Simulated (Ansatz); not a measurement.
Geometry relaxation of C$_{48}$H (part 1 of 5)

C$_{48}$H (defect cell, 49 atoms in the cell), computed with DFT PBE, scalar-relativistic, plane waves, PAW, spin-polarised (Ansatz 0.2.0).

The structure derives from an entry of the Crystallography Open Database.

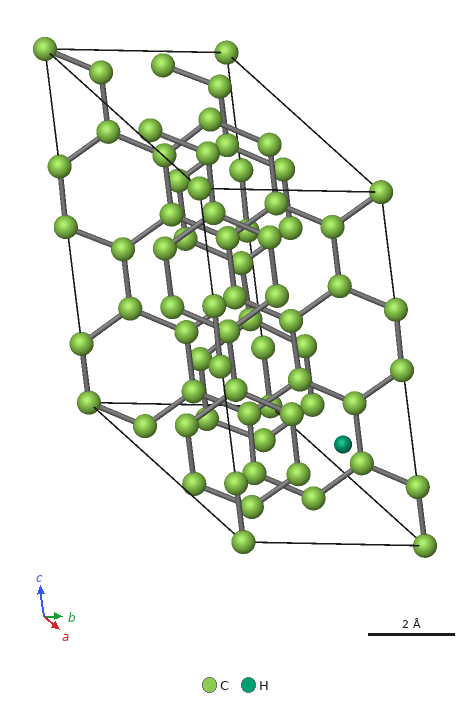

The structure as given in the input (ball-and-stick view of the cell of the calculation, seen at an oblique angle). An atom can appear more than once, as a periodic image.

## The input
```yaml
crystal:
  lattice:
    - [3.705, -2.139083, -6.79]
    - [3.705, -2.139083, 6.79]
    - [-7.41, -4.278165, 0.0]
  atoms:
    - { symbol: C, position: [0.0, 0.0, 0.0] }
    - { symbol: C, position: [0.4946667687, 0.4905640404, 0.0005884866] }
    - { symbol: C, position: [0.666667, 0.666666, 0.833333] }
    - { symbol: C, position: [0.166667, 0.166666, 0.833333] }
    - { symbol: C, position: [0.333333, 0.333334, 0.666667] }
    - { symbol: C, position: [0.833333, 0.833334, 0.666667] }
    - { symbol: C, position: [0.0014263994, -0.0081006238, 0.4969337044] }
    - { symbol: C, position: [0.5, 0.5, 0.5] }
    - { symbol: C, position: [0.6738992638, 0.6699311733, 0.3379075788] }
    - { symbol: C, position: [0.166667, 0.166666, 0.333333] }
    - { symbol: C, position: [0.333333, 0.333334, 0.166667] }
    - { symbol: C, position: [0.8348229368, 0.8326613847, 0.1663558669], spin: 0.5 }
    - { symbol: C, position: [0.7515137403, 0.2584849482, 0.0038713908] }
    - { symbol: C, position: [0.25, 0.75, 0.0] }
    - { symbol: C, position: [0.416667, 0.916666, 0.833333] }
    - { symbol: C, position: [0.916667, 0.416666, 0.833333] }
    - { symbol: C, position: [0.083333, 0.583334, 0.666667] }
    - { symbol: C, position: [0.583333, 0.083334, 0.666667] }
    - { symbol: C, position: [0.75, 0.25, 0.5] }
    - { symbol: C, position: [0.2507029872, 0.747774501, 0.5009465376] }
    - { symbol: C, position: [0.416667, 0.916666, 0.333333] }
    - { symbol: C, position: [0.9172868782, 0.4170781202, 0.3332096278] }
    - { symbol: C, position: [0.0810430827, 0.5831084659, 0.1610103151], spin: 0.5 }
    - { symbol: C, position: [0.583333, 0.083334, 0.166667] }
    - { symbol: C, position: [0.164167, 0.169167, 0.0] }
    - { symbol: C, position: [0.6640121774, 0.6713123128, -0.0019426045] }
    - { symbol: C, position: [0.830834, 0.835833, 0.833333] }
    - { symbol: C, position: [0.330834, 0.335833, 0.833333] }
    - { symbol: C, position: [0.4975, 0.502501, 0.666667] }
    - { symbol: C, position: [0.9975, 0.002501, 0.666667] }
    - { symbol: C, position: [0.164167, 0.169167, 0.5] }
    - { symbol: C, position: [0.664167, 0.669167, 0.5] }
    - { symbol: C, position: [0.829578642, 0.838181086, 0.3340186851], spin: 0.5 }
    - { symbol: C, position: [0.330834, 0.335833, 0.333333] }
    - { symbol: C, position: [0.4960970218, 0.5022239586, 0.169688002] }
    - { symbol: C, position: [0.9976615465, 0.0017132556, 0.1650391974] }
    - { symbol: C, position: [0.580833, 0.085833, 0.0] }
    - { symbol: C, position: [0.0746399707, 0.5840583879, -0.0107706071] }
    - { symbol: C, position: [0.2475, 0.752499, 0.833333] }
    - { symbol: C, position: [0.7475, 0.252499, 0.833333] }
    - { symbol: C, position: [0.914166, 0.419167, 0.666667] }
    - { symbol: C, position: [0.414166, 0.919167, 0.666667] }
    - { symbol: C, position: [0.580833, 0.085833, 0.5] }
    - { symbol: C, position: [0.0827834445, 0.5832691865, 0.5017856754] }
    - { symbol: C, position: [0.2533380898, 0.7571408493, 0.3434414939] }
    - { symbol: C, position: [0.7475, 0.252499, 0.333333] }
    - { symbol: C, position: [0.9130516787, 0.4167396056, 0.1619169996], spin: 0.5 }
    - { symbol: C, position: [0.414166, 0.919167, 0.166667] }
    - { symbol: H, position: [0.9228887797, 0.6753443406, 0.2525217741], spin: 0.5 }
magnetization:
  spin_polarized: true
basis:
  ecutwfc: 420
  fft_grid_basis: typed
kpoints:
  mp_grid: { grid: [2, 2, 2] }
hamiltonian:
  xc: pbe
  pseudopotentials: { kind: paw }
scf:
  occupations: { method: gaussian, width: 0.05 }
output:
  forces: true
  stress: false
  eigenvalues: false
  bader: false
  write_density: false
  volumetric_format: npy
  populations: true
relax:
  adjacent_minimum: "off"
  max_steps: 30
  f_tol: 0.05
```

Run on 4 threads of Arm Neoverse V2, 24 GiB of memory available, shared host.

Command:
```bash
ansatz run input.yaml --threads 4 --pin off --max-ram 10240MiB --backend cpu --events-out ev --progress --plain --runs-dir out
```

## Log
```
settings of this run that can trade accuracy for cost: output.eigenvalues: false. Do not mix this run's numbers with those of runs without the same settings; the input reference describes each key
Engine: ansatz 0.2.0, aarch64-unknown-linux-gnu
Pseudopotentials: kind: paw
Pseudopotential: C, paw, valence charge 4, recommended cutoff 420 eV (normal), C.paw.azcp
Pseudopotential: H, paw, valence charge 1, recommended cutoff 420 eV (normal), H.paw.azcp
Functional definition: PBE
  parameter kappa = 0.804
  parameter beta = 0.06672455060314922
  exchange = pbe_x(kappa = kappa, mu = beta*pi^2/3)
  correlation = pbe_c(beta = beta)
Crystal: 49 atoms, lattice volume = 430.502 Å³
Basis set: ecut = 420 eV, 8441 PW (Γ), exchange–correlation on 108×108×120 points (8 copies of the dense FFT grid, shifted against one another)
Bands: 147, of which v1, the nominal top of the filled ones, is band 97 counted from 1 (96 counted from 0)
Symmetry: 1 space group operations
Space group: P1 (ITA 1), of the structure as read, at distance tolerance 7.6e-5 Å
Magnetic group: BNS 1.1 (UNI 1), of the structure as read, at distance tolerance 7.6e-5 Å
k-points: 8
Non-local potential: C, projectors of the file, l = 0: 2, l = 1: 2, l = 2: 1
Non-local potential: H, projectors of the file, l = 0: 2, l = 1: 1
PAW form: soft (Blöchl's): semilocal exchange-correlation on the pseudo side does not see the compensation charge
PAW one-centre angular grid: C, 110 points (default); XC on 64 Gauss nodes
PAW one-centre angular grid: H, 110 points (default); XC on 64 Gauss nodes
Starting moments: Σ|m| = 2.5 μB on 5 of 49 sites
Initial wavefunctions: pseudopotential atomic-orbital guess
Functional: x = pbe(κ = 0.804, μ = 0.2195149727645171), c = pbe(β = 0.06672455060314922)
SCF iter   1: F=—  HF=-12080.545654 eV  |F-HF|=—  |Δ(HF+E_count)|=         —  Δρ=6.62e-2 (↑6.44e-2 ↓6.62e-2)  dr2=6.50e1  dr2_m=4.08e-1  M=0.171 μB ∫|m|=0.512 μB  β_m=0.30  ethr=3.10e-3  ⟨swp⟩=5.9  Hψ=10339  notcnv=0  defer=295
preconditioner: auto → Kerker (q_TF=auto, 2.387 Å⁻¹)  [metal: Δε(μ)=0.025 eV  Ē_g=16.152 eV  σ=0.050 eV  W_gap=0.27  n_scr=94 (ndim 8)  ℏωp=24.9 eV  f_vac=0.000  D(μ)=5.68/eV (n_scr^D=26)]
spin=Collinear: Kerker preconditioning applied to the charge; magnetization (m = ρ↑ − ρ↓) channel mixes plain (no charge-response kernel on spin).
SCF iter   2: F=—  HF=-12070.965608 eV  |F-HF|=—  |Δ(HF+E_count)|=    9.58e0  Δρ=4.91e-2 (↑4.78e-2 ↓4.91e-2)  dr2=3.85e1  dr2_m=2.12e-1  M=0.130 μB ∫|m|=0.420 μB  β_m=0.30  ethr=3.10e-3  ⟨swp⟩=2.7  Hψ=4089  notcnv=0  defer=715
SCF iter   3: F=—  HF=-12055.183810 eV  |F-HF|=—  |Δ(HF+E_count)|=    1.58e1  Δρ=1.45e-2 (↑1.45e-2 ↓1.19e-2)  dr2=2.78e0  dr2_m=9.09e-2  M=0.729 μB ∫|m|=0.819 μB  β_m=0.30  ethr=3.10e-3  ⟨swp⟩=3.8  Hψ=4429  notcnv=0  defer=709
SCF iter   4: F=—  HF=-12055.530072 eV  |F-HF|=—  |Δ(HF+E_count)|=   3.46e-1  Δρ=8.60e-3 (↑8.53e-3 ↓8.60e-3)  dr2=1.31e0  dr2_m=4.78e-2  M=0.453 μB ∫|m|=0.558 μB  β_m=0.30  ethr=1.44e-3  ⟨swp⟩=1.5  Hψ=2737  notcnv=0  defer=708
SCF iter   5: F=—  HF=-12055.791892 eV  |F-HF|=—  |Δ(HF+E_count)|=   2.62e-1  Δρ=6.36e-3 (↑6.36e-3 ↓4.57e-3)  dr2=4.05e-1  dr2_m=5.12e-2  M=0.085 μB ∫|m|=0.275 μB  β_m=0.30  ethr=6.80e-4  ⟨swp⟩=2.9  Hψ=2908  notcnv=0  defer=708
SCF iter   6: F=—  HF=-12055.851570 eV  |F-HF|=—  |Δ(HF+E_count)|=   5.97e-2  Δρ=4.31e-3 (↑4.31e-3 ↓2.89e-3)  dr2=1.02e-1  dr2_m=2.90e-2  M=0.060 μB ∫|m|=0.231 μB  β_m=0.30  ethr=2.10e-4  ⟨swp⟩=3.0  Hψ=3109  notcnv=0  defer=712
SCF iter   7: F=—  HF=-12055.893934 eV  |F-HF|=—  |Δ(HF+E_count)|=   4.24e-2  Δρ=2.33e-3 (↑2.33e-3 ↓2.06e-3)  dr2=1.14e-2  dr2_m=1.52e-2  M=0.059 μB ∫|m|=0.201 μB  β_m=0.30  ethr=5.31e-5  ⟨swp⟩=2.0  Hψ=2733  notcnv=0  defer=712
SCF iter   8: F=—  HF=-12055.922096 eV  |F-HF|=—  |Δ(HF+E_count)|=   2.82e-2  Δρ=1.66e-3 (↑1.45e-3 ↓1.66e-3)  dr2=2.51e-3  dr2_m=8.60e-3  M=0.052 μB ∫|m|=0.174 μB  β_m=0.30  ethr=5.89e-6  ⟨swp⟩=2.0  Hψ=3792  notcnv=0  defer=712
SCF iter   9: F=—  HF=-12055.930210 eV  |F-HF|=—  |Δ(HF+E_count)|=   8.11e-3  Δρ=1.26e-3 (↑1.26e-3 ↓1.23e-3)  dr2=9.38e-4  dr2_m=5.91e-3  M=0.029 μB ∫|m|=0.144 μB  β_m=0.30  ethr=1.30e-6  ⟨swp⟩=2.0  Hψ=2818  notcnv=0  defer=712
Mixer restart at iter 9: flushing history
spin-set hold released at iteration 9 (site moments contracting): the magnetisation degrees of freedom join the quasi-Newton model from the next iteration; the mixer history was flushed
SCF iter  10: F=—  HF=-12055.934398 eV  |F-HF|=—  |Δ(HF+E_count)|=   4.19e-3  Δρ=1.01e-3 (↑1.01e-3 ↓9.74e-4)  dr2=6.49e-4  dr2_m=3.78e-3  M=0.019 μB ∫|m|=0.122 μB  β_m=0.57  ethr=4.86e-7  ⟨swp⟩=2.0  Hψ=2850  notcnv=0  defer=712
SCF iter  11: F=—  HF=-12055.942343 eV  |F-HF|=—  |Δ(HF+E_count)|=   7.95e-3  Δρ=2.54e-4 (↑2.20e-4 ↓2.54e-4)  dr2=1.16e-4  dr2_m=2.10e-4  M=-0.003 μB ∫|m|=0.051 μB  β_m=0.78  ethr=3.36e-7  ⟨swp⟩=3.0  Hψ=4116  notcnv=0  defer=712
SCF iter  12: F=—  HF=-12055.942916 eV  |F-HF|=—  |Δ(HF+E_count)|=   5.73e-4  Δρ=1.00e-4 (↑9.71e-5 ↓1.00e-4)  dr2=4.15e-5  dr2_m=3.38e-5  M=-0.005 μB ∫|m|=0.029 μB  β_m=0.89  ethr=6.00e-8  ⟨swp⟩=2.8  Hψ=3924  notcnv=0  defer=712
SCF iter  13: F=—  HF=-12055.943004 eV  |F-HF|=—  |Δ(HF+E_count)|=   8.76e-5  Δρ=3.69e-5 (↑3.69e-5 ↓1.99e-5)  dr2=1.10e-5  dr2_m=2.17e-6  M=-0.002 μB ∫|m|=0.015 μB  β_m=0.95  ethr=2.15e-8  ⟨swp⟩=4.0  Hψ=6338  notcnv=0
SCF iter  14: F=—  HF=-12055.943008 eV  |F-HF|=—  |Δ(HF+E_count)|=   4.58e-6  Δρ=1.46e-5 (↑1.02e-5 ↓1.46e-5)  dr2=2.68e-6  dr2_m=4.58e-7  M=-0.002 μB ∫|m|=0.010 μB  β_m=0.97  ethr=5.72e-9  ⟨swp⟩=3.0  Hψ=5116  notcnv=0
SCF iter  15: F=—  HF=-12055.943009 eV  |F-HF|=—  |Δ(HF+E_count)|=   9.52e-7  Δρ=9.11e-6 (↑9.11e-6 ↓5.34e-6)  dr2=6.02e-7  dr2_m=1.55e-7  M=-0.001 μB ∫|m|=0.006 μB  β_m=0.99  ethr=1.39e-9  ⟨swp⟩=2.3  Hψ=4079  notcnv=0
SCF iter  16: F=-12055.943009 eV  HF=-12055.943010 eV  |F-HF|=1.88e-7  |Δ(HF+E_count)|=   3.56e-7  Δρ=6.91e-6 (↑3.79e-6 ↓6.91e-6)  dr2=3.62e-7  dr2_m=5.97e-8  M=-0.000 μB ∫|m|=0.004 μB  ethr=3.12e-10  ⟨swp⟩=2.0  Hψ=3960  notcnv=0
WARN: the starting moments were not kept: the SCF closed with an absolute magnetisation of 4.2e-3 μB, where they sum to 2.5 μB in size (5 sites). That is at most 0.1 of that sum. Measured as dr2_m measures the in/out step, that magnetisation stands 5.3e-7 eV from none, at or under the dr2_threshold of 6.3e-5 eV: it is no larger than a step whose dr2_m would equal this threshold. The system may hold no moment; this SCF shows only that its start led to no more than that. To try another start: raise the starting moments (crystal.atoms[].spin, magnetization.per_species, magnetization.initial_magnetization, or on a non-collinear deck that types none of these the spinor_matrix: blocks that start its atoms; where the total moment is fixed, keep their sum and leave initial_magnetization as it is; typed ones take the place of any that the run laid by itself, positive ones on a crystal's lanthanoids without a Hubbard term where scf.initial_density.shell_occupations: [] is typed) or, if the notice of its spin-set hold's release reads "site moments contracting" or "site moments show no strong build", lengthen the hold (scf.mixing.spin_hold: { on: { confirm: 4 } }; for m-r²SCAN on two components see the key's manual first). Each may lead to a state that holds a moment. A second SCF, from the converged charge density, with the starting moments and any scf.initial_density.shell_occupations laid on it anew, would have followed, and was not run: the deck does not ask for one (magnetization.retry_lost_moments is false, the default). To let it run, set magnetization.retry_lost_moments: true and run the deck again, where that key's refused combinations let it; where memory then withholds it, that run's warning says so.
SCF 1 converged in 16 iterations: F = -12055.943009 eV  dr2 = 3.62e-7
  greatest PAW one-centre occupation: 0.681 electrons in one spin orbital (limit 2), on the C atom at site 32 (counted from 0), in its partial waves of l = 0
relax step   1: F+E_penalty+E_count = -12055.94300941 eV  Δ(F+E_penalty+E_count) = +0.000e0 eV  max|allowed force component| = 3.876e0 eV/Å  Δτ_max = 0.0000 Å  (16 SCF iters, dr2 threshold 6.25e-5 eV, accepted)
Initial density: handed on by an earlier stage of this run
Starting moments: Σ|m| = 2.5 μB on 5 of 49 sites; this step starts from the density that it was given
Initial wavefunctions: those handed on with the density
iter 1 solved again at ethr=2.07e-4 eV; its pass at ethr=3.10e-3 eV (dr2=3.99e-1 eV) is discarded
SCF iter   1: F=—  HF=-12057.298707 eV  |F-HF|=—  |Δ(HF+E_count)|=         —  Δρ=6.97e-3 (↑6.31e-3 ↓6.97e-3)  dr2=4.02e-1  dr2_m=1.85e-2  M=-0.001 μB ∫|m|=0.089 μB  β_m=0.30  ethr=2.07e-4  ⟨swp⟩=1.6  Hψ=9019  notcnv=0  defer=714
preconditioner: auto → Kerker (q_TF=auto, 2.387 Å⁻¹)  [metal: Δε(μ)=0.035 eV  Ē_g=15.653 eV  σ=0.050 eV  W_gap=0.38  n_scr=94 (ndim 8)  ℏωp=24.9 eV  f_vac=0.008  D(μ)=8.57/eV (n_scr^D=46)]
spin=Collinear: Kerker preconditioning applied to the charge; magnetization (m = ρ↑ − ρ↓) channel mixes plain (no charge-response kernel on spin).
SCF iter   2: F=—  HF=-12057.272530 eV  |F-HF|=—  |Δ(HF+E_count)|=   2.62e-2  Δρ=4.93e-3 (↑4.42e-3 ↓4.93e-3)  dr2=1.92e-1  dr2_m=1.04e-2  M=-0.000 μB ∫|m|=0.070 μB  β_m=0.63  ethr=2.07e-4  ⟨swp⟩=2.0  Hψ=1755  notcnv=0  defer=714
SCF iter   3: F=—  HF=-12057.258398 eV  |F-HF|=—  |Δ(HF+E_count)|=   1.41e-2  Δρ=5.73e-4 (↑5.46e-4 ↓5.73e-4)  dr2=3.61e-3  dr2_m=2.77e-4  M=-0.000 μB ∫|m|=0.016 μB  β_m=0.61  ethr=9.97e-5  ⟨swp⟩=2.1  Hψ=3216  notcnv=0  defer=714
SCF iter   4: F=—  HF=-12057.258352 eV  |F-HF|=—  |Δ(HF+E_count)|=   4.64e-5  Δρ=1.81e-4 (↑1.81e-4 ↓1.58e-4)  dr2=5.05e-4  dr2_m=2.82e-5  M=-0.001 μB ∫|m|=0.008 μB  β_m=0.81  ethr=1.87e-6  ⟨swp⟩=2.0  Hψ=3485  notcnv=0  defer=716
SCF iter   5: F=—  HF=-12057.258510 eV  |F-HF|=—  |Δ(HF+E_count)|=   1.58e-4  Δρ=7.79e-5 (↑7.79e-5 ↓7.10e-5)  dr2=1.64e-4  dr2_m=7.29e-7  M=-0.001 μB ∫|m|=0.003 μB  β_m=0.79  ethr=2.61e-7  ⟨swp⟩=2.0  Hψ=3202  notcnv=0  defer=716
iter 6 did not close the SCF: its close was put off for a magnetic moment that had not settled (scf_convergence_deferred on its scf_iter line)
SCF iter   6: F=-12057.258488 eV  HF=-12057.258505 eV  |F-HF|=1.64e-5  |Δ(HF+E_count)|=   5.51e-6  Δρ=3.29e-5 (↑3.09e-5 ↓3.29e-5)  dr2=4.09e-5  dr2_m=2.75e-7  M=-0.000 μB ∫|m|=0.002 μB  β_m=0.90  ethr=5.18e-8  ⟨swp⟩=1.9  Hψ=6424  notcnv=0
SCF iter   7: F=-12057.258502 eV  HF=-12057.258507 eV  |F-HF|=4.50e-6  |Δ(HF+E_count)|=   2.10e-6  Δρ=1.74e-5 (↑1.74e-5 ↓1.71e-5)  dr2=9.05e-6  dr2_m=6.24e-8  M=-0.000 μB ∫|m|=0.001 μB  ethr=2.12e-8  ⟨swp⟩=2.0  Hψ=5440  notcnv=0
the starting moments were not kept: the SCF closed with an absolute magnetisation of 1.3e-3 μB, where they sum to 2.5 μB in size (5 sites). That is at most 0.1 of that sum. Measured as dr2_m measures the in/out step, that magnetisation stands 4.9e-8 eV from none, at or under the dr2_threshold of 1.0e-4 eV: it is no larger than a step whose dr2_m would equal this threshold.
SCF 2 converged in 7 iterations: F = -12057.258502 eV  dr2 = 9.05e-6
  greatest PAW one-centre occupation: 0.675 electrons in one spin orbital (limit 2), on the C atom at site 15 (counted from 0), in its partial waves of l = 0
relax step   2: F+E_penalty+E_count = -12057.25850210 eV  Δ(F+E_penalty+E_count) = -1.315e0 eV  max|allowed force component| = 1.885e0 eV/Å  Δτ_max = 0.1955 Å  (7 SCF iters, dr2 threshold 1.00e-4 eV, accepted)
[... from here on the SCF iterations and repeated set-up lines of each step are left out, up to the last step ...]
SCF 3 converged in 7 iterations: F = -12057.603050 eV  dr2 = 3.45e-5
relax step   3: F+E_penalty+E_count = -12057.60305007 eV  Δ(F+E_penalty+E_count) = -3.445e-1 eV  max|allowed force component| = 4.448e-1 eV/Å  Δτ_max = 0.1927 Å  (7 SCF iters, dr2 threshold 1.00e-4 eV, accepted)
SCF 4 converged in 8 iterations: F = -12057.700827 eV  dr2 = 7.10e-6
relax step   4: F+E_penalty+E_count = -12057.70082697 eV  Δ(F+E_penalty+E_count) = -9.778e-2 eV  max|allowed force component| = 4.733e-1 eV/Å  Δτ_max = 0.1423 Å  (8 SCF iters, dr2 threshold 1.24e-5 eV, accepted)
SCF 5 converged in 8 iterations: F = -12057.786810 eV  dr2 = 2.94e-7
relax step   5: F+E_penalty+E_count = -12057.78680983 eV  Δ(F+E_penalty+E_count) = -8.598e-2 eV  max|allowed force component| = 6.412e-1 eV/Å  Δτ_max = 0.1876 Å  (8 SCF iters, dr2 threshold 1.40e-5 eV, accepted)
SCF 6 converged in 7 iterations: F = -12057.958245 eV  dr2 = 1.00e-6
relax step   6: F+E_penalty+E_count = -12057.95824536 eV  Δ(F+E_penalty+E_count) = -1.714e-1 eV  max|allowed force component| = 7.578e-1 eV/Å  Δτ_max = 0.1924 Å  (7 SCF iters, dr2 threshold 1.00e-4 eV, accepted)
SCF 7 converged in 7 iterations: F = -12058.142478 eV  dr2 = 4.43e-6
relax step   7: F+E_penalty+E_count = -12058.14247761 eV  Δ(F+E_penalty+E_count) = -1.842e-1 eV  max|allowed force component| = 1.370e0 eV/Å  Δτ_max = 0.1946 Å  (7 SCF iters, dr2 threshold 1.00e-4 eV, accepted)
SCF 8 converged in 8 iterations: F = -12058.293088 eV  dr2 = 6.59e-6
relax step   8: F+E_penalty+E_count = -12058.29308817 eV  Δ(F+E_penalty+E_count) = -1.506e-1 eV  max|allowed force component| = 4.148e-1 eV/Å  Δτ_max = 0.2000 Å  (8 SCF iters, dr2 threshold 1.00e-4 eV, accepted)
SCF 9 converged in 8 iterations: F = -12058.283945 eV  dr2 = 2.20e-6
relax step   9: F+E_penalty+E_count = -12058.28394486 eV  Δ(F+E_penalty+E_count) = +9.143e-3 eV  max|allowed force component| = 8.002e-1 eV/Å  Δτ_max = 0.0801 Å  (8 SCF iters, dr2 threshold 1.58e-5 eV, rejected (line search))
SCF 10 converged in 16 iterations: F = -12058.305912 eV  dr2 = 1.27e-10
```
